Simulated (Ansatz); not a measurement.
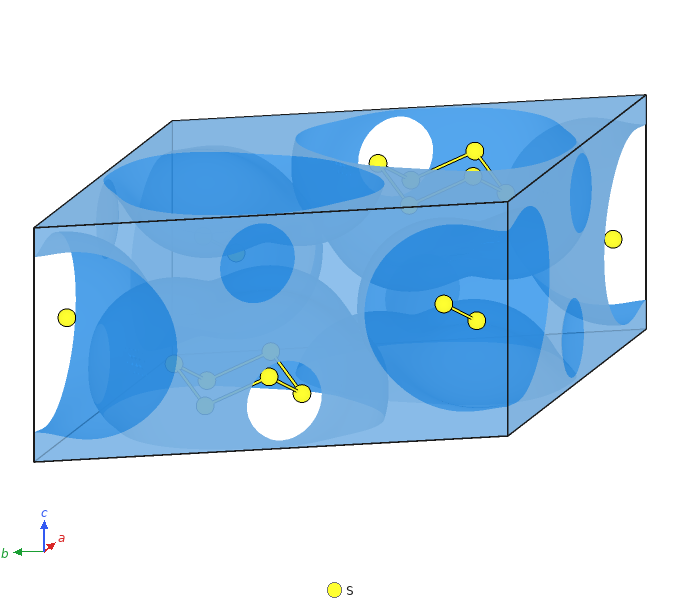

Crystal voids of S in space group R-3: the blue surface encloses the regions where the procrystal electron density, the sum of the densities of spherically averaged neutral Hartree-Fock atoms, is below 0.0003 e/bohr³ (1×1×1 cells, view from a free direction). No self-consistent density enters. Pale faces close the region where the drawn box cuts it.

Source of the atomic positions: the input geometry of an electronic-structure calculation (not necessarily at equilibrium).

```
S
1.0
    14.54593    0.00000    0.00000
    -7.27296   12.59714    0.00000
     0.00000    0.00000    7.18146
S
18
Direct
  0.81271 0.44151 0.77093
  0.22516 0.70454 0.10426
  0.96213 0.85395 0.43759
  0.85395 0.89182 0.56241
  0.44151 0.62880 0.22907
  0.70454 0.47938 0.89574
  0.47938 0.77484 0.10426
  0.89182 0.03787 0.43759
  0.62880 0.18729 0.77093
  0.52062 0.22516 0.89574
  0.10818 0.96213 0.56241
  0.37120 0.81271 0.22907
  0.14605 0.10818 0.43759
  0.55849 0.37120 0.77093
  0.29546 0.52062 0.10426
  0.18729 0.55849 0.22907
  0.77484 0.29546 0.89574
  0.03787 0.14605 0.56241
```

### What share of the cell is void by this measure?

The voids take about 40 % of the cell (530 Å³ of 1315.9 Å³) and are bounded by about 620 Å² of surface per cell.

### What shape does the empty space take in three dimensions?

Where they connect, they form a three-dimensional network.

### How low does the density fall, and where?

To about 2e-05 e/bohr³ near 0.01, 0.25, 0.03 (fractional), 3.8 Å from the nearest nucleus.

### At what density do the voids first join through the crystal?

At about 3.9e-05 e/bohr³, as a three-dimensional network.
